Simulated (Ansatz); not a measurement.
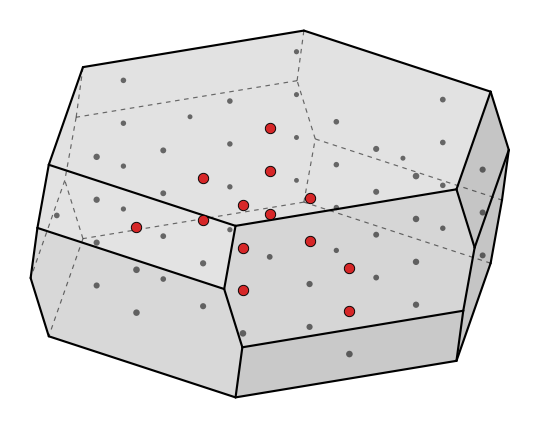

The Γ-centred 4×4×4 k-point mesh of a calculation on WSe2 (DFT, HSE06, plane waves, PAW in Ansatz), folded into the first Brillouin zone of the 3-atom cell that was run; each point of the zone's surface is drawn once. One point of each star is marked in colour. Space group R-3m. The structure was generated and need not be a known form of this composition.

```xyz
3
Lattice="1.6433 0.9488 6.4973 -1.6433 0.9488 6.4973 0.0000 -1.8975 6.4973" Properties=species:S:1:pos:R:3 pbc="T T T"
W     0.0000    0.0000    0.0000
Se    0.0000    0.0000    4.8000
Se    0.0000    0.0000   14.6918
```

**To how many irreducible points do the crystal's point group and time reversal reduce the mesh (magnetic order left aside)?**

13 of 64.

**List one member of each star with its weight, in the reciprocal vectors of this cell.**

```csv
k₁,k₂,k₃,weight
0,0,0,1
1/4,1/4,1/4,2
1/2,1/2,1/2,1
1/4,0,0,6
1/4,0,1/4,6
1/2,1/4,1/4,6
1/2,1/4,1/2,6
1/4,−1/4,0,6
1/2,0,1/4,12
3/4,1/4,1/2,6
1/4,−1/4,−1/4,6
1/2,0,0,3
1/2,0,1/2,3
```

**How fine is the mesh?**

Spacing |bᵢ|/nᵢ = 0.558, 0.558, 0.558 1/Å (2π included).
